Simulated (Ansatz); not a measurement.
**Ti: 5 runs along one coordinate**

System: Ti (1 atom in the cell).
Method: DFT r2SCAN, scalar-relativistic, plane waves, PAW, no spin polarisation (Ansatz 0.2.0).

The 5 runs differ only in the geometry, by a strain of the cell at fixed fractional positions. Against run 3, the strain is εxx = η and εyy = η. The structure derives from an entry of the Crystallography Open Database.

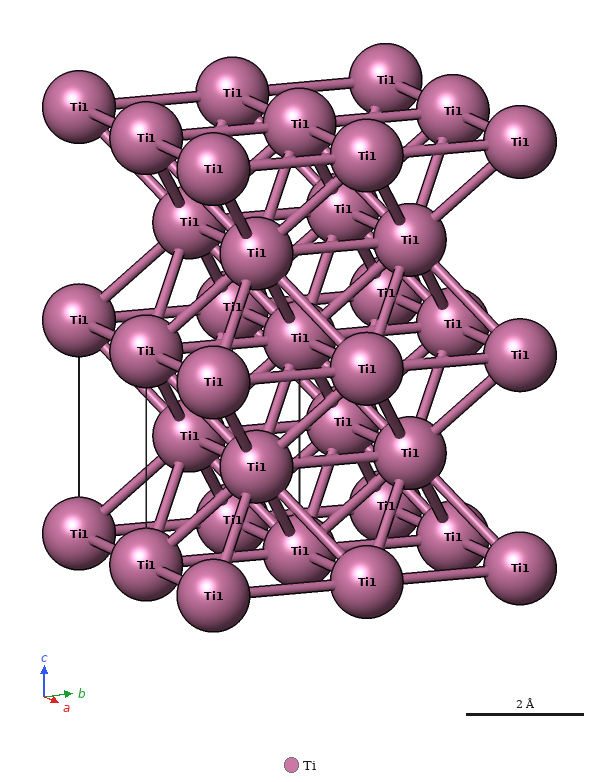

Figure 1. The structure of run 3 (ball-and-stick view of the cell 2 times as large as that of the calculation, set on its symmetry axes, repeated 2 × 2 × 2, seen slightly off an axis; atoms are numbered from 1 in the order of the input). An atom can appear more than once, as a periodic image.

### Input of run 3
```yaml
crystal:
  lattice:
    - [0.0, 2.03, 1.8676]
    - [2.03, 0.0, 1.8676]
    - [2.03, 2.03, 0.0]
  atoms:
    - { symbol: Ti, position: [0.0, 0.0, 0.0] }
basis:
  ecutwfc: 500
kpoints:
  mp_grid: { grid: [20, 20, 20] }
hamiltonian:
  xc: r2scan
scf:
  occupations: { method: gaussian, width: 0.15 }
output:
  forces: true
  stress: true
  eigenvalues: true
```

Command:
```bash
ansatz run input.yaml --threads 1 --pin off --max-ram 2560MiB --backend cpu --events-out ev --progress --plain --runs-dir out
```

Lattice vectors (Å) and fractional positions of run 3:
```
   0.000000    2.030000    1.867600
   2.030000    0.000000    1.867600
   2.030000    2.030000    0.000000
Ti  0.000000  0.000000  0.000000
```

Run 2 differs from it as follows:
```diff
-    - [0.0, 2.03, 1.8676]
-    - [2.03, 0.0, 1.8676]
-    - [2.03, 2.03, 0.0]
+    - [0.0, 1.9488, 1.8676]
+    - [1.9488, 0.0, 1.8676]
+    - [1.9488, 1.9488, 0.0]
```

### Results, with one run withheld

```tsv
run	strain parameter η (%)	free energy per atom, from the lowest run given (meV)	pressure (GPa)
1	−8.0000	529.88	50.06
2	−4.0000	?	?
3	0.0000	72.31	16.16
4	4.0000	0.00	4.83
5	8.0000	7.43	−3.78
```

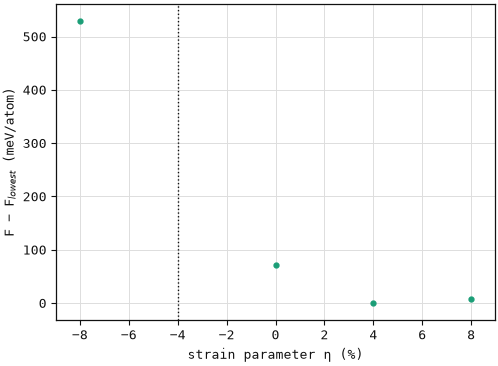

Figure 2. Free energy per atom of the runs given; the dotted line marks run 2.

Estimate the energy of run 2 from the others.

A quadratic polynomial in the coordinate, fitted to the 4 runs given, misses them by at most 5.36 meV per atom. With x = η − 1.0000, it reads F = 46.862 − 26.455 x + 3.0155 x² (meV per atom). At run 2 it gives 254.52 meV per atom, and the run itself gives 242.19. The fit has its minimum at η = 5.3865 %. The miss comes from the order of the polynomial or from scatter in that run; these data can't tell which.

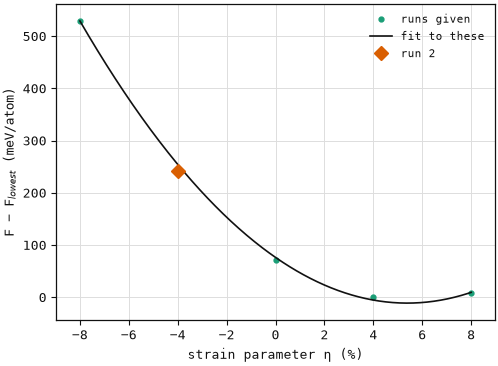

Figure 3. The fit and the withheld run.

### Output, shortened to warnings, some set-up lines, iterations and results (run 2)
```
Basis set: ecut = 500 eV, 339 PW (Γ), exchange–correlation on 80×80×96 points (64 copies of the dense FFT grid, shifted against one another)
Symmetry: 16 space group operations
k-points: 641 of 8000
Initial density: superposition of atomic densities (neutral atoms: chi_scale 0, normalization atom), corrected by the library's trained network
[...]
SCF iter   1: F=—  HF=-2503.985653 eV  |F-HF|=—  |Δ(HF+E_count)|=         —  Δρ=1.38e-2  dr2=2.20e-2  dr2_τ=1.83e-2  ethr=1.77e-3  ⟨swp⟩=4.6  Hψ=33901  notcnv=0
SCF iter   2: F=—  HF=-2504.037556 eV  |F-HF|=—  |Δ(HF+E_count)|=   5.19e-2  Δρ=4.05e-3  dr2=1.00e-3  dr2_τ=4.50e-4  ethr=1.83e-4  ⟨swp⟩=2.8  Hψ=17458  notcnv=0  defer=10
SCF iter   3: F=—  HF=-2504.038051 eV  |F-HF|=—  |Δ(HF+E_count)|=   4.95e-4  Δρ=2.02e-3  dr2=1.91e-4  dr2_τ=5.69e-5  ethr=8.37e-6  ⟨swp⟩=2.3  Hψ=8519  notcnv=0  defer=10
SCF iter   4: F=—  HF=-2504.038526 eV  |F-HF|=—  |Δ(HF+E_count)|=   4.75e-4  Δρ=1.01e-4  dr2=7.16e-7  dr2_τ=2.54e-7  ethr=1.59e-6  ⟨swp⟩=2.0  Hψ=9758  notcnv=0  defer=10
SCF iter   5: F=—  HF=-2504.038530 eV  |F-HF|=—  |Δ(HF+E_count)|=   3.46e-6  Δρ=2.11e-5  dr2=3.65e-8  dr2_τ=3.34e-9  ethr=5.97e-9  ⟨swp⟩=2.0  Hψ=9953  notcnv=0  defer=10
SCF iter   6: F=-2504.038530 eV  HF=-2504.038530 eV  |F-HF|=3.14e-10  |Δ(HF+E_count)|=   3.66e-8  Δρ=2.93e-6  dr2=7.17e-10  dr2_τ=4.74e-11  ethr=3.04e-10  ⟨swp⟩=2.0  Hψ=20078 …
SCF 1 converged in 6 iterations: F = -2504.038530 eV  dr2 = 7.17e-10
SCF converged after 6 iterations
Free energy (F): -2504.038530 eV
Harris-Foulkes:  -2504.038530 eV  (|F-HF|=3.14e-10)
Internal energy: -2504.024593 eV  (E = F + TS)
E sigma→0 (E₀):  -2504.031561 eV
Entropy (-TS):   -0.013936 eV (-13.936 meV/atom)
Fermi energy:    16.769776 eV
--- Per-component energies (eV) ---
  E_band       = -125.892882
  E_kinetic    = 278.846179
  E_local      = -697.991864  (includes V_loc(G=0)·N_el)
  E_nonlocal   = 8.328153
  E_hartree    = 296.628919
  E_xc         = -94.572376
  E_vxc        = -135.405668  (∫ρ·V_xc dr)
  E_paw        = -1058.022839  (= ΣΔE_a)
  E_vpaw       = -182.277662  (= ΣTr[D̂ρ^β])
  E_aug_tail   = 0.000102  (compensation charges beyond the density's cutoff)
  E_vtau       = 9.350894  (kinetic-family band-sum trace: ∫τ·v_τ [+ j·A + Jᵃ·Aᵃ] dr)
  E_ewald      = -1236.987411
  E_core_change = -0.253457  (= ΣΔE_core)
  E_smearing   = -0.013936  (= −TS)
  E_closure    = 0.000000  (closes the sum)
  Σ components = -2504.038530   (vs F -2504.038530, Δ=0.00e0)
--- Forces (eV/Å), atoms counted from 1 ---
  atom   1  Ti    -0.00000000    -0.00000000     0.00000000
  max |Σ_I F_I| component: 4.93e-32 eV/Å
--- Stress (GPa, compression-positive) ---
       30.541172       0.000000       0.000000
        0.000000      30.541172       0.000000
        0.000000       0.000000      31.689682
  P = ⅓ Tr σ = 30.9240 GPa (309.240 kbar)
```
